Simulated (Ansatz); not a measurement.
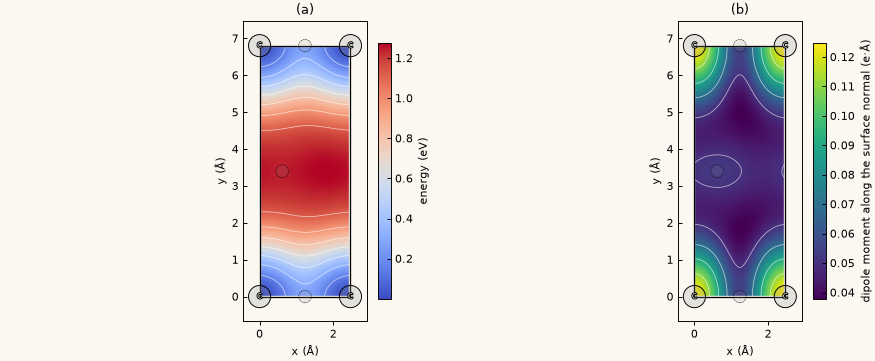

H on a C(110) slab cut from the Fmmm phase, its upper half relaxed before the scan (20 atoms of substrate and one adsorbate in a 2 × 1 cell). H is moved over the surface cell at a fixed height above a rigid substrate; the origin of the map has the adsorbate above C19; the height is held at 2.50 Å. Places are given modulo a cell vector. The map is drawn in real space over the plane of the surface. The scan uses a 6 × 6 grid; 24 points were computed and 12 follow by symmetry. Places are given in fractions of the 1 × 1 surface cell. Energies are in eV, from the lowest grid point. The runs have no spin polarisation, so an open-shell adsorbate far from the surface lies too high. At a fixed height the lowest place need not be the adsorption site. The calculation used DFT PBE+D3(BJ), scalar-relativistic, plane waves, PAW (Ansatz 0.2.0). Settings: cutoff 420 eV, k-mesh 6×4×1, gaussian smearing 0.1 eV, no spin polarisation.

Panel (a) is the energy; panel (b) is the computed dipole moment along the surface normal, in e·Å.

Drawn: a smooth colour map with a few white contour lines, labelled circles for the atoms of the top layer and small ones for the second layer, the outline of one cell of the plane. Between grid points the surface is interpolated.

Question: How does the dipole moment along the surface normal vary over the map, and what is it at the lowest grid point?

Answer: It runs from 0.04 e·Å at (4/6, 2/6) of the cell vectors [nearest 1 C at 3.47 Å] to 0.12 e·Å at the top site over a surface C atom, (0/6, 0/6) of the cell vectors. At the lowest grid point, the top site over a surface C atom, (0/6, 0/6) of the cell vectors, it is 0.12 e·Å.

PAW datasets: the set soft_1.
